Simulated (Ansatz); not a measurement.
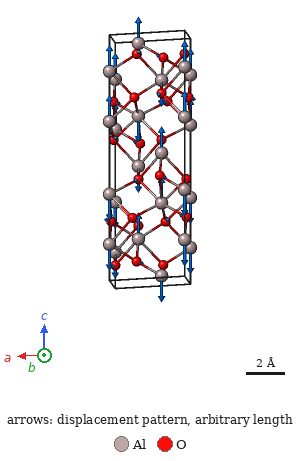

The lowest optical mode of crystalline Al2O3, space group R-3c (No. 167), at the zone centre. The blue arrows are the displacements of the atoms (eigenvector over the root of the mass), of arbitrary overall length and sign. The picture is a ball-and-stick view of the conventional cell (3 times the calculation's cell), seen from a free direction. Lengths and directions refer to the drawn axes.

Computed with Ansatz, DFT r2SCAN, scalar-relativistic, plane waves, PAW. Settings: plane-wave cutoff 500 eV; k-point mesh 6 × 6 × 6; occupations gaussian; smearing width 0.05 eV; no spin polarisation.

Frequencies are those without the non-analytic (LO–TO) term.

### Is the structure stable against all modes at this point?

Yes: this softest mode has a real frequency, and so have all others here. That speaks for this wave vector alone: the rest of the zone wasn't checked in this run. This is the A₂g mode at 306 cm⁻¹, the lowest optical level, silent by symmetry (neither infrared- nor Raman-active). Atoms of one kind move against one another, with no net shift of any sublattice; the kinetic energy is shared as Al 98 %, O 2 %.
